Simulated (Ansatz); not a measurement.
# Single-point calculation, with input and output: HfO$_{2}$ (part 2 of 2)

HfO$_{2}$ (P4₂/mnm, 48 atoms in the cell); DFT PBE, scalar-relativistic, plane waves, PAW, no spin polarisation (Ansatz 0.2.0); cutoff 420 eV, 2×2×1 k-mesh, Gaussian smearing of 0.05 eV. The structure derives from a Materials Project entry.

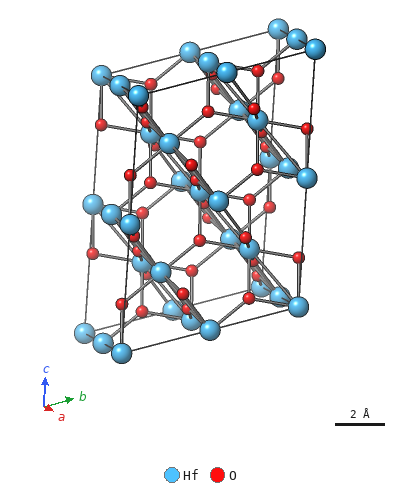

Fig. 1: The input geometry (ball-and-stick view of the cell of the calculation, seen slightly off an axis). An atom can appear more than once, as a periodic image.

Output, continued
```
--- Forces (eV/Å), atoms counted from 1 ---
  atom   1  Hf     0.00000000    -0.00000000    -0.00000000
  atom   2  Hf     0.00000000     0.00000000     0.00000000
  atom   3  Hf     0.00000000    -0.00000000    -0.00000000
  atom   4  Hf     0.00000000    -0.00000000     0.00000000
  atom   5  Hf     0.00000000    -0.00000000    -0.00000000
  atom   6  Hf     0.00000000    -0.00000000     0.00000000
  atom   7  Hf     0.00000000     0.00000000    -0.00000000
  atom   8  Hf     0.00000000     0.00000000    -0.00000000
  atom   9  Hf    -0.00000000    -0.00000000     0.00000000
  atom  10  Hf    -0.00000000     0.00000000     0.00000000
  atom  11  Hf    -0.00000000    -0.00000000     0.00000000
  atom  12  Hf    -0.00000000    -0.00000000     0.00000000
  atom  13  Hf    -0.00000000    -0.00000000     0.00000000
  atom  14  Hf    -0.00000000    -0.00000000     0.00000000
  atom  15  Hf    -0.00000000    -0.00000000     0.00000000
  atom  16  Hf    -0.00000000    -0.00000000     0.00000000
  atom  17  O      0.05203735    -0.04785215    -0.00114670
  atom  18  O      0.05203735    -0.04785215    -0.00114670
  atom  19  O      0.05203735    -0.04785215    -0.00114670
  atom  20  O      0.05203735    -0.04785215    -0.00114670
  atom  21  O      0.05203735    -0.04785215    -0.00114670
  atom  22  O      0.05203735    -0.04785215    -0.00114670
  atom  23  O      0.05203735    -0.04785215    -0.00114670
  atom  24  O      0.05203735    -0.04785215    -0.00114670
  atom  25  O     -0.05203735    -0.04785215     0.00114670
  atom  26  O     -0.05203735    -0.04785215     0.00114670
  atom  27  O     -0.05203735    -0.04785215     0.00114670
  atom  28  O     -0.05203735    -0.04785215     0.00114670
  atom  29  O     -0.05203735    -0.04785215     0.00114670
  atom  30  O     -0.05203735    -0.04785215     0.00114670
  atom  31  O     -0.05203735    -0.04785215     0.00114670
  atom  32  O     -0.05203735    -0.04785215     0.00114670
  atom  33  O      0.05203735     0.04785215    -0.00114670
  atom  34  O      0.05203735     0.04785215    -0.00114670
  atom  35  O      0.05203735     0.04785215    -0.00114670
  atom  36  O      0.05203735     0.04785215    -0.00114670
  atom  37  O      0.05203735     0.04785215    -0.00114670
  atom  38  O      0.05203735     0.04785215    -0.00114670
  atom  39  O      0.05203735     0.04785215    -0.00114670
  atom  40  O      0.05203735     0.04785215    -0.00114670
  atom  41  O     -0.05203735     0.04785215     0.00114670
  atom  42  O     -0.05203735     0.04785215     0.00114670
  atom  43  O     -0.05203735     0.04785215     0.00114670
  atom  44  O     -0.05203735     0.04785215     0.00114670
  atom  45  O     -0.05203735     0.04785215     0.00114670
  atom  46  O     -0.05203735     0.04785215     0.00114670
  atom  47  O     -0.05203735     0.04785215     0.00114670
  atom  48  O     -0.05203735     0.04785215     0.00114670
  max |Σ_I F_I| component: 1.53e-16 eV/Å
--- Band table (eV) ---
  k-point 0: bands = ["-47.6260", "-47.6208", "-47.6208", "-47.6157", "-47.6127", "-47.6127", "-47.6101", "-47.6101", "-47.6101", "-47.6101", ... 143 levels left out ..., "2.5594", "2.5604", "2.5604", "2.5604", "2.5604", "2.5631", "2.5631", "2.5664", "2.5664", "2.5664", "2.5665", "2.5688", "2.5688", "2.5712", "2.5712", "2.5712", "2.5712", "2.5713", "2.5713", "2.5764", "2.5764", "2.5764", "2.5765", "2.5768", "2.5782", "2.5782", "2.5807", "2.5807", "2.5817",
      "2.5817", "2.5817", "2.5817", "2.5838", "2.5852", "2.5852", "2.6018", "2.6046", "2.6046", "2.6061", "2.6217", "2.6217", "2.6217", "2.6217", "2.6266", "2.6266", "2.6360", "2.6360", "2.6620", "2.6620", "2.6620", "2.6620", "2.6670", "2.6670", "2.6938", "2.6938", "7.1527", "7.3894", "7.3894", "7.6354", "7.9712", "7.9714", "7.9714", "7.9717", "8.3045", "8.3045", "8.3169", "8.3868", "8.3868", "8.3868",
      "8.3868", "8.6009", "8.6009", "8.8684", "8.8684", "8.8684", "8.8684", "8.9116", "8.9116", "9.0425", "9.0425", "9.0730", "9.0730", "9.0730", "9.0731", "9.1221", "9.1221", "9.1623", "9.1623", "9.6300", "9.6300", "9.7732", "9.7732", "9.8112", "9.8112", "9.8634", "9.8634", "9.8634", "9.8634", "10.3326", "10.3326", "10.3327", "10.3328", "10.3689", "10.3689", "10.7940", "10.7940", "10.7940", "10.7940", "10.8790",
      "10.8792", "10.8828", "10.8831", "10.8831", "10.8833", "10.8989", "10.8989", "10.9809", "10.9812", "10.9812", "10.9812", "11.0927", "11.0927", "11.1118", "11.1557", "11.1557", "11.2704", "11.2704", "11.2704", "11.2704", "11.6026", "11.6026", "11.6189", "11.6189", "11.6346", "11.6346", "11.7851", "11.7851", "11.7851", "11.7851", "11.8094", "11.8095", "11.8095", "11.8098", "11.9517", "11.9517", "12.0331", "12.1781", "12.1781", "12.2862",
      "12.2864", "12.6697", "16.7049", "16.8745", "16.9263", "16.9263", "16.9264", "16.9264", "16.9535", "16.9535", "17.4760", "17.4760", "17.9708", "17.9708", "17.9708", "17.9708", "17.9810", "18.0204", "18.0204", "18.3052", "18.3052", "18.3097", "18.3097", "18.3097", "18.3097", "18.3468", "18.3470", "18.3887", "18.3887", "18.4101", "18.4101", "18.8615", "18.8615", "19.0517", "19.0807", "19.0808", "19.0809", "19.0809", "19.1769", "19.1769",
      "19.1769", "19.1769", "19.3950", "19.3950", "19.6786", "19.6786", "19.6786", "19.6789", "19.7206", "19.7206", "20.6606"]
  k-point 1: bands = ["-47.6208", "-47.6208", "-47.6190", "-47.6190", "-47.6164", "-47.6164", "-47.6146", "-47.6146", "-47.6038", "-47.6038", ... 143 levels left out ..., "2.5609", "2.5628", "2.5628", "2.5632", "2.5632", "2.5637", "2.5637", "2.5651", "2.5651", "2.5657", "2.5657", "2.5678", "2.5678", "2.5683", "2.5683", "2.5724", "2.5724", "2.5726", "2.5726", "2.5756", "2.5756", "2.5769", "2.5769", "2.5785", "2.5785", "2.5792", "2.5792", "2.5882", "2.5882",
      "2.5893", "2.5893", "2.5900", "2.5900", "2.5903", "2.5903", "2.5950", "2.5950", "2.5957", "2.5957", "2.6067", "2.6067", "2.6165", "2.6165", "2.6180", "2.6180", "2.6199", "2.6199", "2.6394", "2.6394", "2.6441", "2.6441", "2.6539", "2.6539", "2.6624", "2.6624", "7.6920", "7.6920", "7.7131", "7.7131", "8.2717", "8.2717", "8.3904", "8.3904", "8.4430", "8.4430", "8.4851", "8.4851", "8.4899", "8.4899",
      "8.6248", "8.6248", "8.7560", "8.7560", "8.8685", "8.8685", "8.8844", "8.8844", "8.9210", "8.9210", "9.0200", "9.0200", "9.0915", "9.0915", "9.1103", "9.1103", "9.1296", "9.1296", "9.3101", "9.3101", "9.3491", "9.3491", "9.3539", "9.3539", "9.7652", "9.7652", "10.0771", "10.0771", "10.1286", "10.1286", "10.2724", "10.2724", "10.3575", "10.3575", "10.4550", "10.4550", "10.5346", "10.5346", "10.5865", "10.5865",
      "10.7362", "10.7362", "10.7913", "10.7913", "10.8818", "10.8818", "10.8886", "10.8886", "10.8928", "10.8928", "11.0423", "11.0423", "11.1035", "11.1035", "11.1520", "11.1520", "11.1662", "11.1662", "11.3885", "11.3885", "11.4702", "11.4702", "11.5090", "11.5090", "11.5760", "11.5760", "11.7390", "11.7390", "11.7504", "11.7504", "11.7761", "11.7761", "11.8638", "11.8638", "11.9027", "11.9027", "11.9822", "11.9822", "12.0384", "12.0384",
      "12.3367", "12.3367", "17.2556", "17.2556", "17.2679", "17.2679", "17.3217", "17.3217", "17.3825", "17.3825", "17.6745", "17.6745", "17.7276", "17.7276", "17.8946", "17.8946", "17.9479", "17.9479", "18.0729", "18.0729", "18.1812", "18.1812", "18.5983", "18.5983", "18.6008", "18.6008", "18.6507", "18.6507", "18.7168", "18.7168", "18.7597", "18.7597", "18.8461", "18.8461", "18.8603", "18.8603", "19.0058", "19.0058", "19.0757", "19.0757",
      "19.1254", "19.1254", "19.4623", "19.4623", "19.5588", "19.5588", "19.5591", "19.5591", "20.0060", "20.0060", "20.0625"]
  k-point 2: bands = ["-47.6208", "-47.6208", "-47.6208", "-47.6208", "-47.6127", "-47.6127", "-47.6101", "-47.6101", "-47.6101", "-47.6101", ... 143 levels left out ..., "2.5587", "2.5595", "2.5595", "2.5595", "2.5595", "2.5595", "2.5595", "2.5596", "2.5596", "2.5597", "2.5597", "2.5687", "2.5687", "2.5711", "2.5711", "2.5711", "2.5711", "2.5714", "2.5714", "2.5784", "2.5784", "2.5805", "2.5805", "2.5805", "2.5805", "2.5819", "2.5819", "2.5819", "2.5819",
      "2.5853", "2.5853", "2.5975", "2.5975", "2.5975", "2.5975", "2.5977", "2.5977", "2.5983", "2.5983", "2.5983", "2.5983", "2.5986", "2.5986", "2.6042", "2.6042", "2.6086", "2.6086", "2.6216", "2.6216", "2.6216", "2.6216", "2.6266", "2.6266", "2.6358", "2.6358", "8.3045", "8.3045", "8.3867", "8.3867", "8.3867", "8.3867", "8.4653", "8.4653", "8.4654", "8.4654", "8.5959", "8.5959", "8.6008", "8.6008",
      "8.6654", "8.6654", "8.6788", "8.6788", "8.8683", "8.8683", "8.8683", "8.8683", "8.9120", "8.9120", "9.1623", "9.1623", "9.2260", "9.2260", "9.2260", "9.2260", "9.4183", "9.4183", "9.5303", "9.5303", "9.5986", "9.5986", "9.6302", "9.6302", "9.7729", "9.7729", "9.8110", "9.8110", "9.8330", "9.8330", "9.8332", "9.8332", "9.8637", "9.8637", "9.8637", "9.8637", "9.9739", "9.9739", "9.9739", "9.9739",
      "10.5898", "10.5898", "10.6668", "10.6668", "10.6936", "10.6936", "10.7942", "10.7942", "10.7942", "10.7942", "11.0926", "11.0926", "11.1557", "11.1557", "11.2704", "11.2704", "11.2704", "11.2704", "11.2850", "11.2850", "11.2850", "11.2850", "11.6020", "11.6020", "11.6028", "11.6028", "11.6343", "11.6343", "11.7255", "11.7255", "11.7849", "11.7849", "11.7849", "11.7849", "12.0330", "12.0330", "12.0331", "12.0331", "12.1783", "12.1783",
      "12.2086", "12.2086", "17.3807", "17.3807", "17.3807", "17.3807", "17.4760", "17.4760", "17.8782", "17.8782", "17.9707", "17.9707", "17.9707", "17.9707", "18.0204", "18.0204", "18.3051", "18.3051", "18.3097", "18.3097", "18.3097", "18.3097", "18.3544", "18.3544", "18.3888", "18.3888", "18.6088", "18.6088", "18.8339", "18.8339", "18.8544", "18.8544", "18.8615", "18.8615", "18.9744", "18.9744", "18.9744", "18.9744", "19.1769", "19.1769",
      "19.1769", "19.1769", "19.1965", "19.1965", "19.2364", "19.2364", "19.2365", "19.2365", "19.7205", "19.7205", "20.7051"]
```

Key numbers

| quantity | value |
| --- | --- |
| outcome | converged |
| space group (tolerance 0.01 Å) | P4₂/mnm (136) |
| electrons treated | 608 |
| free energy | −269784.9595 eV |
| Fermi energy | 14.687 eV |
| gap on the k-point mesh | 4.04 eV |
| largest force (length of the vector) | 0.071 eV/Å |
| wall time | 23 s (CPU time 87 s) |
| peak memory | 2.8 GiB |

The program warns: the structure was made exactly symmetric. Spin–orbit coupling is left out, which matters for Hf.
